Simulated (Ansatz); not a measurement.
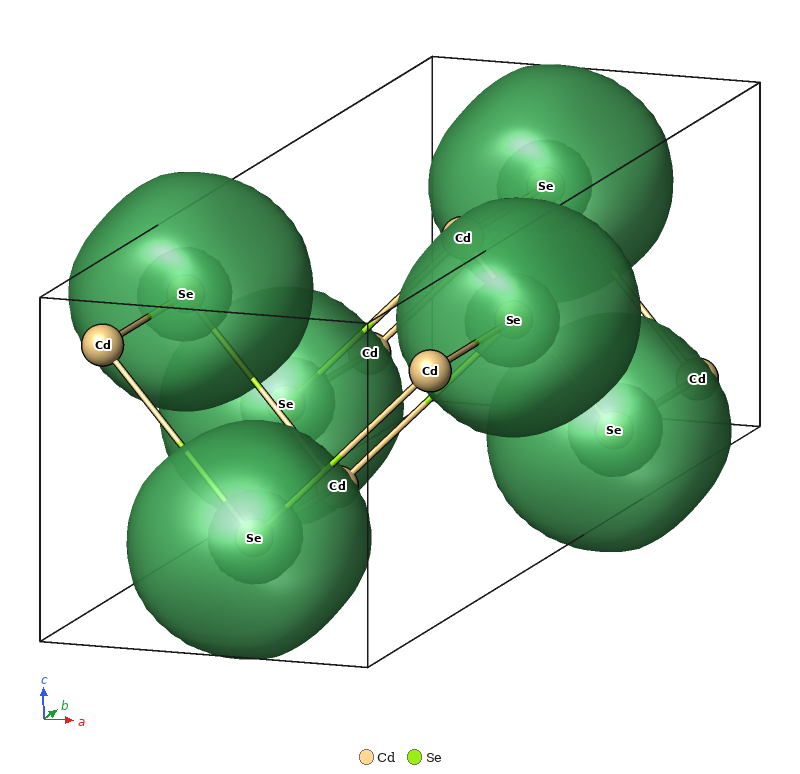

*CdSe. Isosurface of the ELF at 0.6 (green), seen slightly off an axis. Only the valence region is drawn (cores and ρ < 0.01 e/Å³ removed). Sticks mark near contacts.*

Space group Cmcm; a structure from a database of computed crystals, not necessarily the ambient phase; started from the InSe-12 prototype, which need not be the ambient phase.

Theory: Ansatz 0.2.0, DFT, r2SCAN+rVV10, plane waves, PAW.

Input

```
crystal:
  lattice:
    - [6.339417294, -1.9393979104, 1.3208730178]
    - [6.339417294, 1.9393979104, 1.3208730178]
    - [-0.801920651, 0.0, 3.8490293589]
  atoms:
    - { symbol: Cd, position: [0.1594407197, 0.1594407197, 1.2499981447] }
    - { symbol: Cd, position: [0.8405592803, 0.8405592803, -0.2499981447] }
    - { symbol: Se, position: [0.3718281809, 0.3718281809, 0.2500086649] }
    - { symbol: Se, position: [0.6281718191, 0.6281718191, 0.7499913351] }
kpoints:
  mp_grid: { grid: [8, 8, 8] }
  band_path:
    path:
      - [0.0, 0.0, 0.0]
      - [0.5, 0.5, 4.4044e-06]
      - [0.272424294, 0.727575706, 4.4044e-06]
      - [-0.272424294, 0.272424294, 0.0]
      - [0.0, 0.0, -0.4999999999]
      - [-0.272424294, 0.272424294, -0.4999999999]
      - [0.272424294, 0.727575706, -0.4999955955]
      - [0.5, 0.5, -0.4999955955]
      - [0.0, 0.5, 2.2022e-06]
    npoints: 1
hamiltonian:
  xc: r2scan
  dispersion: rvv10
scf:
  occupations: { method: fermi_dirac, width: 0.03 }
  n_extra_bands: 5
output:
  forces: true
  stress: true
  eigenvalues: true
  write_density: true
  write_potential: true
  elf: true
  volumetric_format: npy
```

Run with:

```sh
ansatz run input.yaml --threads 2 --pin off --max-ram 2211MiB --backend cpu --events-out ev --progress --plain --runs-dir out
```

Below, planes, directions and counts refer to the conventional cell (a = 3.88 Å, b = 12.95 Å, c = 3.93 Å, α = 90.00°, β = 90.00°, γ = 90.00°).

Where are the electrons localised?

The ELF exceeds this value in four regions wrapped around Se (the valence shell of each), counted in one cell of 8 atoms. Any copies at cell faces, edges or corners count once.

Values along the shortest contacts:
Cd–Se (2.75 Å): the ELF is about 0.40 at the midpoint and 0.15 at its lowest between the atoms. Cd–Se (2.79 Å): the ELF is about 0.35 at the midpoint and 0.15 at its lowest between the atoms.
